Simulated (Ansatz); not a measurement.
# Geometry relaxation of Ge (part 1 of 3)

- system: Ge (interface cell, 24 atoms in the cell)
- method: DFT PBEsol, scalar-relativistic, plane waves, PAW, no spin polarisation (Ansatz 0.2.0)

The structure derives from an entry of the Crystallography Open Database. It belongs to a series of runs on one base structure; here: symmetric tilt boundary Sigma 3 (1 1 1), mirror between the next planes, shift [0, 0].

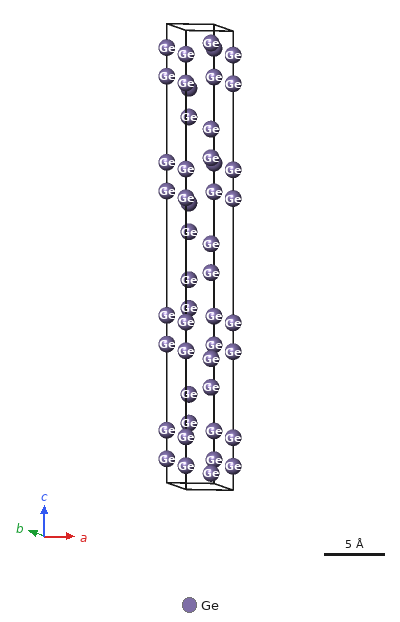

*The starting structure (spheres-only view of the cell of the calculation, seen slightly off an axis).*

Input file
```yaml
crystal:
  lattice:
    - [4.0133717239, 0.0, 0.0]
    - [-2.0066858619, 3.4756818677, 0.0]
    - [0.0, 0.0, 39.3228514862]
  atoms:
    - { symbol: Ge, position: [0.3333333333, 0.6666666667, 0.1353333333] }
    - { symbol: Ge, position: [0.6666666667, 0.3333333333, 0.0311666667] }
    - { symbol: Ge, position: [1.0, 1.0, 0.1145] }
    - { symbol: Ge, position: [0.0, 1.0, 0.052] }
    - { symbol: Ge, position: [0.6666666667, 0.3333333333, 0.2186666667] }
    - { symbol: Ge, position: [0.3333333333, 0.6666666667, 0.1978333333] }
    - { symbol: Ge, position: [0.3333333333, 0.6666666667, 0.3853333333] }
    - { symbol: Ge, position: [0.6666666667, 0.3333333333, 0.2811666667] }
    - { symbol: Ge, position: [1.0, 1.0, 0.3645] }
    - { symbol: Ge, position: [1.0, 1.0, 0.302] }
    - { symbol: Ge, position: [0.6666666667, 0.3333333333, 0.4686666667] }
    - { symbol: Ge, position: [0.3333333333, 0.6666666667, 0.4478333333] }
    - { symbol: Ge, position: [0.3333333333, 0.6666666667, 0.8646666667] }
    - { symbol: Ge, position: [0.6666666667, 0.3333333333, 0.9688333333] }
    - { symbol: Ge, position: [1.0, 1.0, 0.8855] }
    - { symbol: Ge, position: [0.0, 1.0, 0.948] }
    - { symbol: Ge, position: [0.6666666667, 0.3333333333, 0.7813333333] }
    - { symbol: Ge, position: [0.3333333333, 0.6666666667, 0.8021666667] }
    - { symbol: Ge, position: [0.3333333333, 0.6666666667, 0.6146666667] }
    - { symbol: Ge, position: [0.6666666667, 0.3333333333, 0.7188333333] }
    - { symbol: Ge, position: [1.0, 1.0, 0.6355] }
    - { symbol: Ge, position: [1.0, 1.0, 0.698] }
    - { symbol: Ge, position: [0.6666666667, 0.3333333333, 0.5313333333] }
    - { symbol: Ge, position: [0.3333333333, 0.6666666667, 0.5521666667] }
basis:
  ecutwfc: 420
kpoints:
  mp_grid: { grid: [12, 12, 1] }
hamiltonian:
  xc: pbesol
scf:
  occupations: { method: gaussian, width: 0.1 }
output:
  forces: true
  stress: true
  eigenvalues: true
  populations: true
  write_density: true
  write_potential: true
  elf: true
  volumetric_format: npy
relax:
  adjacent_minimum: "off"
  f_tol: 0.02
  max_steps: 60
  cell: { fix: [a, b, alpha, beta, gamma], stress_tol: 0.1 }
```

Hardware: 2 threads of AMD EPYC (Zen 3), 32 GiB of memory available, shared host.

Run as:
```bash
ansatz run input.yaml --threads 2 --pin off --max-ram 5120MiB --backend cpu --events-out ev --progress --plain --runs-dir out
```

Log
```
Engine: ansatz 0.2.0, x86_64-unknown-linux-gnu
Pseudopotentials: kind: paw
Pseudopotential: Ge, paw, valence charge 14, recommended cutoff 420 eV (normal), Ge.paw.azcp
Functional definition: PBEsol
  exchange = pbesol_x
  correlation = pbesol_c
Crystal: 24 atoms, lattice volume = 548.522 Å³
Basis set: ecut = 420 eV, 10787 PW (Γ), exchange–correlation on 54×54×540 points (8 copies of the dense FFT grid, shifted against one another)
Bands: 202, of which v1, the nominal top of the filled ones, is band 168 counted from 1 (167 counted from 0)
Symmetry: 12 space group operations
Space group: P-6m2 (ITA 187), of the structure as read, at distance tolerance 8.2e-5 Å
k-points: 19 of 144 (time reversal used)
Non-local potential: Ge, projectors of the file, l = 0: 2, l = 1: 2, l = 2: 3, l = 3: 1
PAW form: soft (Blöchl's): semilocal exchange-correlation on the pseudo side does not see the compensation charge
PAW frozen core: Ge, regenerated for the run's functional, and the local potential with it (the file was generated under x = pbe(κ = 0.804, μ = 0.2195149727645171), c = pbe(β = 0.06672455060314922))
PAW one-centre angular grid: Ge, 590 points (default); XC on 64 Gauss nodes
Initial density: superposition of atomic densities (neutral atoms: chi_scale 0, normalization atom), corrected by the library's trained network
Initial wavefunctions: pseudopotential atomic-orbital guess
Functional: x = pbesol(κ = 0.804, μ = 0.12345679012345678), c = pbesol(β = 0.046)
SCF iter   1: F=—  HF=-102083.886409 eV  |F-HF|=—  |Δ(HF+E_count)|=         —  Δρ=2.53e-3  dr2=4.43e-2  ethr=1.77e-3  ⟨swp⟩=5.9  Hψ=13436  notcnv=0  defer=20
preconditioner: auto → LDOS  [metal: Δε(μ)=0.061 eV  Ē_g=22.359 eV  σ=0.100 eV  W_gap=0.32  n_scr=156 (ndim 8)  ℏωp=29.1 eV  f_vac=0.077  D(μ)=0.60/eV (n_scr^D=4)  β→1.0]
SCF iter   2: F=—  HF=-102083.869310 eV  |F-HF|=—  |Δ(HF+E_count)|=   1.71e-2  Δρ=7.77e-4  dr2=1.45e-2  ethr=1.32e-5  ⟨swp⟩=2.0  Hψ=7620  notcnv=0  defer=31
SCF iter   3: F=—  HF=-102083.869596 eV  |F-HF|=—  |Δ(HF+E_count)|=   2.86e-4  Δρ=7.04e-4  dr2=3.08e-2  ethr=4.33e-6  ⟨swp⟩=2.0  Hψ=6543  notcnv=0  defer=31
SCF iter   4: F=—  HF=-102083.866238 eV  |F-HF|=—  |Δ(HF+E_count)|=   3.36e-3  Δρ=3.53e-4  dr2=3.11e-3  ethr=4.33e-6  ⟨swp⟩=2.0  Hψ=3908  notcnv=0  defer=31
SCF iter   5: F=—  HF=-102083.865599 eV  |F-HF|=—  |Δ(HF+E_count)|=   6.39e-4  Δρ=8.56e-5  dr2=3.61e-4  ethr=9.25e-7  ⟨swp⟩=3.0  Hψ=6647  notcnv=0  defer=31
SCF iter   6: F=—  HF=-102083.865568 eV  |F-HF|=—  |Δ(HF+E_count)|=   3.16e-5  Δρ=2.90e-5  dr2=3.81e-5  ethr=1.07e-7  ⟨swp⟩=2.0  Hψ=3864  notcnv=0  defer=31
SCF iter   7: F=—  HF=-102083.865203 eV  |F-HF|=—  |Δ(HF+E_count)|=   3.64e-4  Δρ=5.97e-6  dr2=7.36e-7  ethr=1.13e-8  ⟨swp⟩=2.0  Hψ=4316  notcnv=0  defer=30
SCF iter   8: F=—  HF=-102083.865203 eV  |F-HF|=—  |Δ(HF+E_count)|=   1.22e-7  Δρ=3.25e-6  dr2=2.05e-7  ethr=2.19e-10  ⟨swp⟩=3.0  Hψ=6837  notcnv=0  defer=30
SCF iter   9: F=-102083.865203 eV  HF=-102083.865203 eV  |F-HF|=2.59e-9  |Δ(HF+E_count)|=   3.43e-8  Δρ=1.13e-6  dr2=7.15e-9  ethr=2.98e-11  ⟨swp⟩=11.6  Hψ=25288  notcnv=0
SCF 1 converged in 9 iterations: F = -102083.865203 eV  dr2 = 7.15e-9
  greatest PAW one-centre occupation: 0.998 electrons in one spin orbital (limit 2), on the Ge atom at site 13 (counted from 0), in its partial waves of l = 2
relax step   1: F+E_penalty+E_count = -102083.86520325 eV  Δ(F+E_penalty+E_count) = +0.000e0 eV  max|allowed force component| = 1.612e-1 eV/Å  Δτ_max = 0.0000 Å  P = -0.043 GPa  Ω = 548.522 Å³  fix = [a, b, alpha, beta, gamma]  reactions: a -0.114, b -0.114 GPa  (9 SCF iters, dr2 threshold 1.00e-7 eV, accepted)
Crystal: 24 atoms, lattice volume = 548.823 Å³
Initial density: handed on by an earlier stage of this run
Initial wavefunctions: those handed on with the density
iter 1 solved again at ethr=4.81e-7 eV; its pass at ethr=3.10e-3 eV (dr2=1.62e-3 eV) is discarded
SCF iter   1: F=—  HF=-102083.868886 eV  |F-HF|=—  |Δ(HF+E_count)|=         —  Δρ=7.14e-4  dr2=1.69e-3  ethr=4.81e-7  ⟨swp⟩=2.0  Hψ=12940  notcnv=0
preconditioner: auto → LDOS  [metal: Δε(μ)=0.050 eV  Ē_g=22.410 eV  σ=0.100 eV  W_gap=0.27  n_scr=156 (ndim 8)  ℏωp=29.1 eV  f_vac=0.059  D(μ)=0.58/eV (n_scr^D=4)  β→1.0]
SCF iter   2: F=—  HF=-102083.869390 eV  |F-HF|=—  |Δ(HF+E_count)|=   5.04e-4  Δρ=3.25e-4  dr2=4.39e-3  ethr=4.81e-7  ⟨swp⟩=2.2  Hψ=6892  notcnv=0  recentre
SCF iter   3: F=—  HF=-102083.868785 eV  |F-HF|=—  |Δ(HF+E_count)|=   6.05e-4  Δρ=2.68e-4  dr2=1.18e-3  ethr=4.81e-7  ⟨swp⟩=2.1  Hψ=6659  notcnv=0
SCF iter   4: F=—  HF=-102083.868220 eV  |F-HF|=—  |Δ(HF+E_count)|=   5.65e-4  Δρ=3.35e-5  dr2=3.60e-5  ethr=3.51e-7  ⟨swp⟩=2.0  Hψ=4323  notcnv=0
SCF iter   5: F=—  HF=-102083.868218 eV  |F-HF|=—  |Δ(HF+E_count)|=   2.37e-6  Δρ=1.32e-5  dr2=6.40e-6  ethr=1.07e-8  ⟨swp⟩=2.0  Hψ=4336  notcnv=0
SCF iter   6: F=-102083.868217 eV  HF=-102083.868217 eV  |F-HF|=1.30e-7  |Δ(HF+E_count)|=   8.02e-7  Δρ=4.98e-6  dr2=2.14e-7  ethr=4.83e-10  ⟨swp⟩=10.3  Hψ=24439  notcnv=0
SCF 2 converged in 6 iterations: F = -102083.868217 eV  dr2 = 2.14e-7
  greatest PAW one-centre occupation: 0.998 electrons in one spin orbital (limit 2), on the Ge atom at site 22 (counted from 0), in its partial waves of l = 2
relax step   2: F+E_penalty+E_count = -102083.86821691 eV  Δ(F+E_penalty+E_count) = -3.014e-3 eV  max|allowed force component| = 2.538e-2 eV/Å  Δτ_max = 0.0165 Å  P = -0.081 GPa  Ω = 548.823 Å³  energy of the carried Pulay correction = -4.330e-5 eV  fix = [a, b, alpha, beta, gamma]  reactions: a -0.119, b -0.119 GPa  (6 SCF iters, dr2 threshold 1.62e-6 eV, accepted)
Crystal: 24 atoms, lattice volume = 548.787 Å³
iter 1 solved again at ethr=1.84e-8 eV; its pass at ethr=3.10e-3 eV (dr2=6.19e-5 eV) is discarded
SCF iter   1: F=—  HF=-102083.868739 eV  |F-HF|=—  |Δ(HF+E_count)|=         —  Δρ=1.16e-4  dr2=6.26e-5  ethr=1.84e-8  ⟨swp⟩=2.1  Hψ=12044  notcnv=0
preconditioner: auto → LDOS  [metal: Δε(μ)=0.050 eV  Ē_g=22.411 eV  σ=0.100 eV  W_gap=0.27  n_scr=156 (ndim 8)  ℏωp=29.1 eV  f_vac=0.059  D(μ)=0.58/eV (n_scr^D=4)  β→1.0]
SCF iter   2: F=—  HF=-102083.868335 eV  |F-HF|=—  |Δ(HF+E_count)|=   4.03e-4  Δρ=3.43e-5  dr2=7.96e-5  ethr=1.84e-8  ⟨swp⟩=2.0  Hψ=4688  notcnv=0
SCF iter   3: F=—  HF=-102083.868330 eV  |F-HF|=—  |Δ(HF+E_count)|=   5.26e-6  Δρ=3.48e-5  dr2=7.85e-5  ethr=1.84e-8  ⟨swp⟩=2.1  Hψ=4418  notcnv=0
SCF iter   4: F=—  HF=-102083.868316 eV  |F-HF|=—  |Δ(HF+E_count)|=   1.41e-5  Δρ=1.24e-5  dr2=7.10e-6  ethr=1.84e-8  ⟨swp⟩=2.0  Hψ=4211  notcnv=0
SCF iter   5: F=—  HF=-102083.868366 eV  |F-HF|=—  |Δ(HF+E_count)|=   5.00e-5  Δρ=3.66e-6  dr2=6.91e-7  ethr=2.11e-9  ⟨swp⟩=2.0  Hψ=4189  notcnv=0
SCF iter   6: F=-102083.868366 eV  HF=-102083.868366 eV  |F-HF|=1.82e-8  |Δ(HF+E_count)|=   1.22e-7  Δρ=7.28e-7  dr2=1.94e-8  ethr=1.20e-11  ⟨swp⟩=7.1  Hψ=22696  notcnv=0
SCF 3 converged in 6 iterations: F = -102083.868366 eV  dr2 = 1.94e-8
relax step   3: F+E_penalty+E_count = -102083.86836585 eV  Δ(F+E_penalty+E_count) = -1.489e-4 eV  max|allowed force component| = 9.781e-4 eV/Å  Δτ_max = 0.0031 Å  P = -0.076 GPa  Ω = 548.787 Å³  energy of the carried Pulay correction = -3.813e-5 eV  fix = [a, b, alpha, beta, gamma]  reactions: a -0.113, b -0.113 GPa  (6 SCF iters, dr2 threshold 4.03e-8 eV, accepted)
Initial wavefunctions: pseudopotential atomic-orbital guess (no wavefunctions were taken with the density)
iter 1 solved again at ethr=3.07e-7 eV; its pass at ethr=3.10e-3 eV (dr2=1.03e-3 eV) is discarded
SCF iter   1: F=—  HF=-102083.863086 eV  |F-HF|=—  |Δ(HF+E_count)|=         —  Δρ=3.46e-4  dr2=1.43e-5  ethr=3.07e-7  ⟨swp⟩=2.1  Hψ=21376  notcnv=0
SCF iter   2: F=—  HF=-102083.868374 eV  |F-HF|=—  |Δ(HF+E_count)|=   5.29e-3  Δρ=9.85e-6  dr2=1.46e-6  ethr=4.27e-9  ⟨swp⟩=2.2  Hψ=4765  notcnv=0
SCF iter   3: F=—  HF=-102083.868375 eV  |F-HF|=—  |Δ(HF+E_count)|=   5.47e-7  Δρ=5.38e-6  dr2=2.54e-6  ethr=4.34e-10  ⟨swp⟩=3.0  Hψ=6931  notcnv=0
SCF iter   4: F=—  HF=-102083.868375 eV  |F-HF|=—  |Δ(HF+E_count)|=   1.90e-7  Δρ=3.49e-6  dr2=9.38e-7  ethr=4.34e-10  ⟨swp⟩=2.0  Hψ=4331  notcnv=0
SCF iter   5: F=—  HF=-102083.868375 eV  |F-HF|=—  |Δ(HF+E_count)|=   2.48e-8  Δρ=2.12e-6  dr2=2.82e-7  ethr=2.79e-10  ⟨swp⟩=1.1  Hψ=3844  notcnv=0
SCF iter   6: F=—  HF=-102083.868375 eV  |F-HF|=—  |Δ(HF+E_count)|=   1.29e-8  Δρ=6.27e-7  dr2=3.00e-8  ethr=8.40e-11  ⟨swp⟩=1.5  Hψ=3915  notcnv=0
SCF iter   7: F=—  HF=-102083.868375 eV  |F-HF|=—  |Δ(HF+E_count)|=   1.63e-9  Δρ=1.69e-7  dr2=2.33e-9  ethr=8.93e-12  ⟨swp⟩=2.0  Hψ=4052  notcnv=0
SCF iter   8: F=-102083.868375 eV  HF=-102083.868375 eV  |F-HF|=5.82e-11  |Δ(HF+E_count)|=  1.46e-10  Δρ=5.02e-8  dr2=1.72e-11  ethr=1.00e-12  ⟨swp⟩=6.4  Hψ=15156  notcnv=0
SCF 4 converged in 8 iterations: F = -102083.868375 eV  dr2 = 1.72e-11
relax step   4: F+E_penalty+E_count = -102083.86837453 eV  Δ(F+E_penalty+E_count) = -8.688e-6 eV  max|allowed force component| = 9.652e-4 eV/Å  Δτ_max = 0.0000 Å  P = -0.076 GPa  Ω = 548.787 Å³  fix = [a, b, alpha, beta, gamma]  reactions: a -0.113, b -0.113 GPa  stress off target by 2.76e-3 GPa on what of the cell is left free  SCF on the basis re-selected at this cell (its energy is not comparable with the rows above)  (8 SCF iters)
```

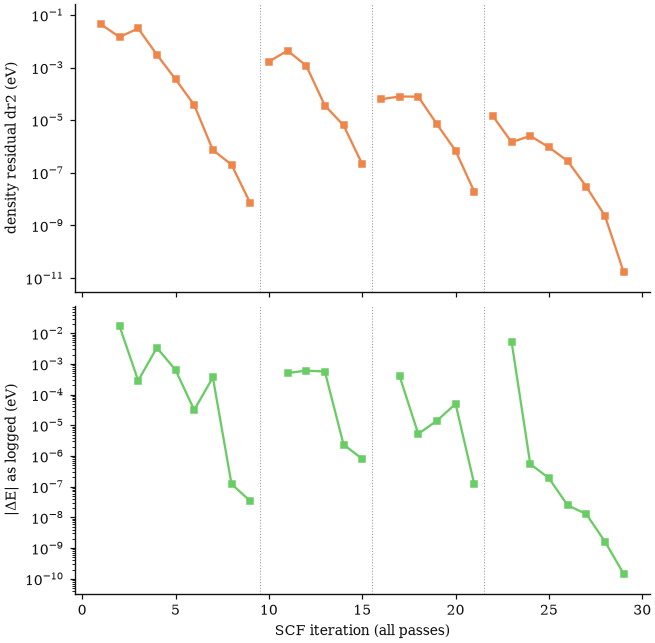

*Convergence of the self-consistent field: density residual dr2 and size of the energy change against the SCF iteration. The dotted lines part the SCF passes of the relaxation: geometry steps, rejected trials and re-solves on a re-selected basis.*

The passes take 9, 6, 6 and 8 iterations.

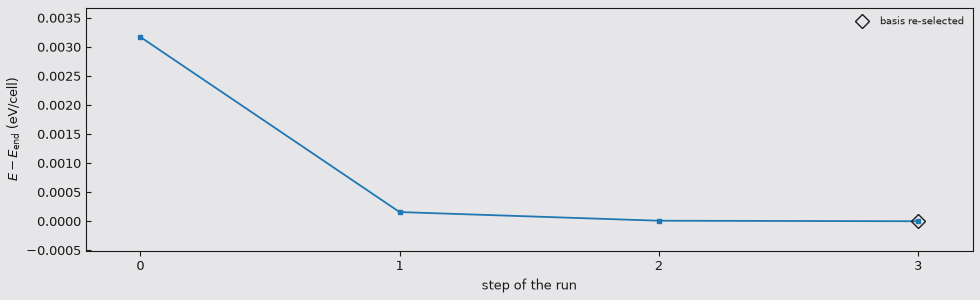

*Progress of the relaxation, step by step (the first geometry is step 0 here and step 1 in the log).*

The largest moves relative to the cell, 0.013 Å, are those of Ge4 and Ge16. Distances before and after: Ge2–Ge14 2.451 → 2.476 Å, Ge11–Ge23 2.464 → 2.476 Å. The energy falls by 3.2 meV per cell of the calculation in 2 geometry steps. Largest force component: 0.16 eV/Å at the start, 0.00097 eV/Å at the end. Pressure: −0.04 GPa at the start and −0.08 GPa at the end. A last SCF at the same geometry on a re-selected plane-wave basis shifts the energy by next to nothing (0.0 meV per cell of the calculation). (Atoms are counted from 1 in the order of the input.)

```
basis re-selected at this cell: Δ(F+E_penalty+E_count) = -8.688e-6 eV, ΔP = +0.000 GPa vs the last step (what re-selecting the basis moved, of the pressure what is left beyond the Pulay correction that the steps carried, after the strain that the cell walked since its last selection, with what the two solves' SCF thresholds leave and, on support functions, any second-order correction that the steps lacked; it is no measure of the basis error at this ecutwfc). This SCF's stress stands 2.76e-3 GPa from its target on what of the cell is left free (relax.cell.stress_tol is 1.00e-1 GPa) and its largest allowed force component is 9.65e-4 eV/Å (relax.f_tol is 2.00e-2 eV/Å): within both
SCF converged after 8 iterations
Free energy (F): -102083.868375 eV
Harris-Foulkes:  -102083.868375 eV  (|F-HF|=5.82e-11)
Internal energy: -102083.865457 eV  (E = F + TS)
E sigma→0 (E₀):  -102083.866916 eV
Entropy (-TS):   -0.002917 eV (-0.122 meV/atom)
Fermi energy:    8.329434 eV
--- Per-component energies (eV) ---
  E_band       = -3668.739651
  E_kinetic    = 2675.571064
  E_local      = -59518.368840  (includes V_loc(G=0)·N_el)
  E_nonlocal   = 10083.016693
  E_hartree    = 26081.244548
  E_xc         = -1798.511958
  E_vxc        = -1552.614367  (∫ρ·V_xc dr)
  E_paw        = -47498.612547  (= ΣΔE_a)
  E_vpaw       = -7518.842724  (= ΣTr[D̂ρ^β])
  E_aug_tail   = 0.008803  (compensation charges beyond the density's cutoff)
  E_ewald      = -32130.243689
  E_core_change = 22.030469  (= ΣΔE_core)
  E_smearing   = -0.002917  (= −TS)
  E_closure    = -0.000000  (closes the sum)
  Σ components = -102083.868375   (vs F -102083.868375, Δ=0.00e0)
```
